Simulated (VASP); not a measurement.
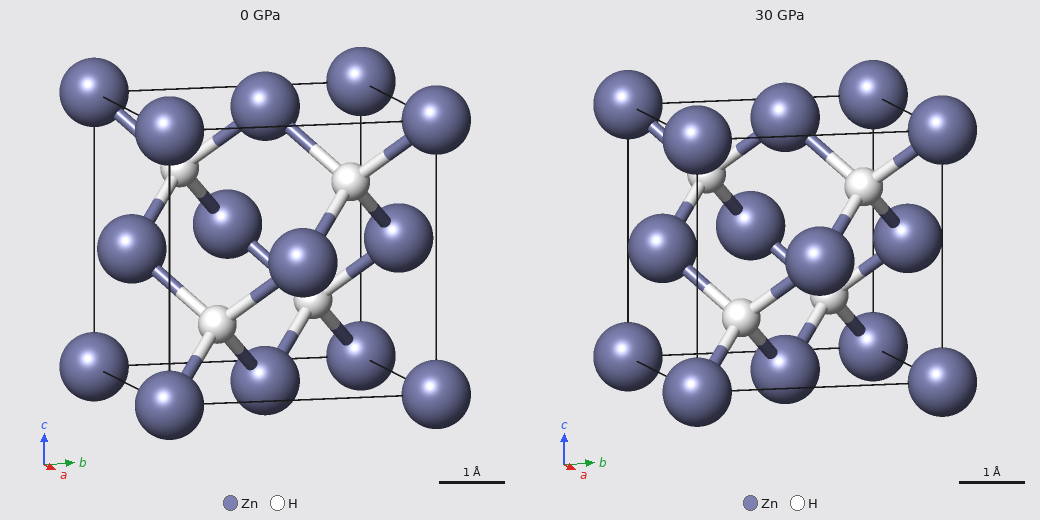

ZnH, zinc blende type, space group F-43m (No. 216), relaxed (cell and atoms) under a series of hydrostatic pressures; the conventional cell is drawn at the lowest and the highest, to one scale (sticks follow a distance rule). The start was a cell made by a generator, which needn't be a real form of the compound.

Alike in all runs: VASP 6.6.1; functional LDA; VASP's PAW LDA potentials, release 64 (Zn, H); cutoff 600 eV; k mesh 10 × 10 × 10 on the run's cell of 2 atoms; occupations fermi-dirac, width 0.05 eV; no spin polarisation; no spin-orbit coupling.

| pressure (GPa) | volume (Å³/atom) | a (Å) |
| --- | --- | --- |
| 0.1 | 9.889 | 4.293 |
| 2.1 | ? | ? |
| 5.0 | 9.259 | 4.200 |
| 10.0 | 8.793 | 4.128 |
| 20.1 | 8.131 | 4.022 |
| 30.0 | 7.672 | 3.945 |

Fit a third-order Birch-Murnaghan equation to the rows given and use it to fill in the volume that is left out.

The fit gives V0 = 9.90 Å³/atom, B0 = 63 GPa and B0′ = 4.9, which puts the volume at 2.1 GPa at 9.61 Å³/atom. The run gave volume 9.609 Å³/atom; a 4.252 Å.

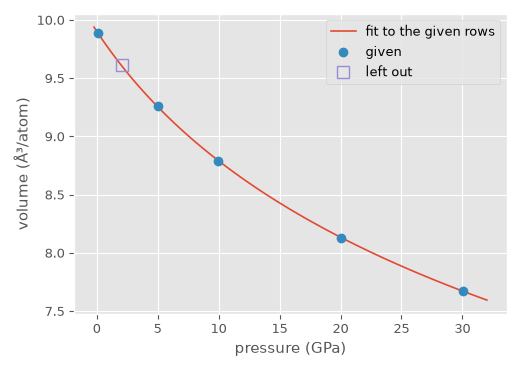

Volume against pressure, with the fit. The structure was kept in its own symmetry, so a change to another phase within this range wouldn't be seen.
